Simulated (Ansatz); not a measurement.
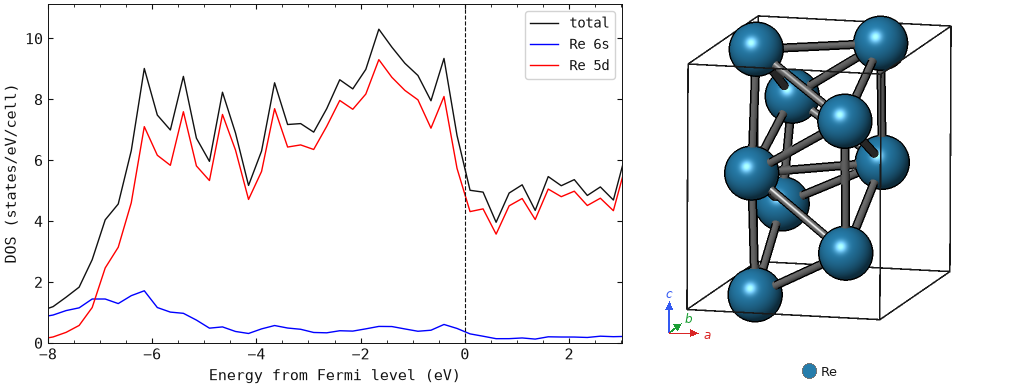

Density of states, beside the structure. Energies are counted from the Fermi level. The partial curves are projected on Löwdin-orthogonalised atomic shells.

System: Re, space group P1 (No. 1), 8 atoms in the cell.

Level of theory: DFT with r2SCAN, PAW plane waves, no spin polarisation, 4×3×4 k mesh, 500 eV cutoff, Methfessel-Paxton smearing of 0.028 eV; code Ansatz 0.2.0.

### What is the density of states at the Fermi level?

It is a metal. The density of states at the Fermi level is about 5.9 per eV and cell (mean within 0.25 eV), or 0.74 per atom.

### Which states dominate at the Fermi level?

By projected weight, the states within 0.3 eV of the Fermi level are Re 5d almost alone.

The atoms aren't at rest in this cell (largest force 6.1 eV/Å), so the relaxed material can differ. The cell is at 15 GPa in this functional. Spin-orbit coupling is left out, which matters for Re.
